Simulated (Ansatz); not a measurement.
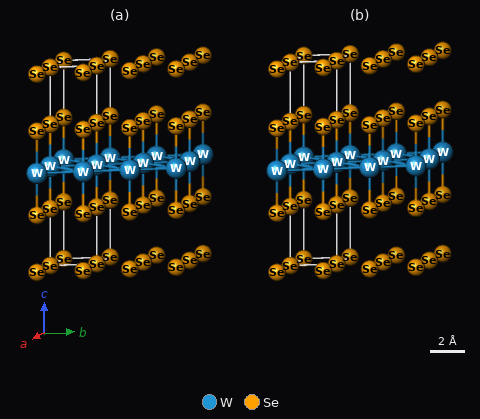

The structure of crystalline WSe3 (a generated structure, set up in P6/mmm) (coarse preliminary run) before (left) and after (right) a relaxation, at one scale.

A ball-and-stick model of the cell of the calculation, repeated 2 × 3 × 1 with one cell outlined, seen slightly off an axis.

Level of theory: Ansatz, DFT PBE, scalar-relativistic, plane waves, PAW.

The input:
```yaml
crystal:
  lattice:
    - [2.8508885893, 0.0, 0.0]
    - [-1.4254442946, 2.4689419417, 0.0]
    - [0.0, 0.0, 11.9624042868]
  atoms:
    - { symbol: W, position: [0.0, 0.0, 0.5] }
    - { symbol: Se, position: [1.0, 0.0, 0.7126632206] }
    - { symbol: Se, position: [0.0, 0.0, 0.2873367794] }
    - { symbol: Se, position: [1.0, 0.0, 0.0] }
basis:
  ecutwfc: 420
kpoints:
  mp_grid: { grid: [6, 6, 2] }
hamiltonian:
  xc: pbe
scf:
  occupations: { method: gaussian, width: 0.1 }
  lower_state_search: "off"
output:
  forces: true
  stress: true
  eigenvalues: true
  populations: true
magnetization:
  spin_polarized: true
relax:
  adjacent_minimum: "off"
  f_tol: 0.04
  max_steps: 70
  cell: { stress_tol: 0.4 }
```

Launched with:
```bash
ansatz run input.yaml --threads 1 --pin off --max-ram 2560MiB --backend cpu --events-out ev --progress --plain --runs-dir out
```

### Describe what moved and what it gained.

The energy falls by 2.4 meV per atom in 2 accepted moves (3 points after the start). Largest force component: 0.16 eV/Å at the start, 0.0083 eV/Å at the end. The pressure goes from 0.74 to 0.13 GPa. The SCF was repeated once at an unchanged geometry on a basis and grid sized afresh for the cell, which shifted the energy by 0.1 meV per atom at most. The largest moves relative to the cell, 0.043 Å, are those of Se2 and Se3. Se2 goes along −c. W stays in place. The volume changes by +2.1 %, with a = b 2.851 → 2.845 Å (−0.2 %), c 11.962 → 12.260 Å (+2.5 %). Near-neighbour distances that change, for instance: W1–Se2 2.544 → 2.564 Å, W1–W1 2.851 → 2.845 Å. The space group stays P6/mmm (No. 191). The run took 27 s on 1 thread of Arm Neoverse V2, on a shared host, peak memory 0.41 GiB.
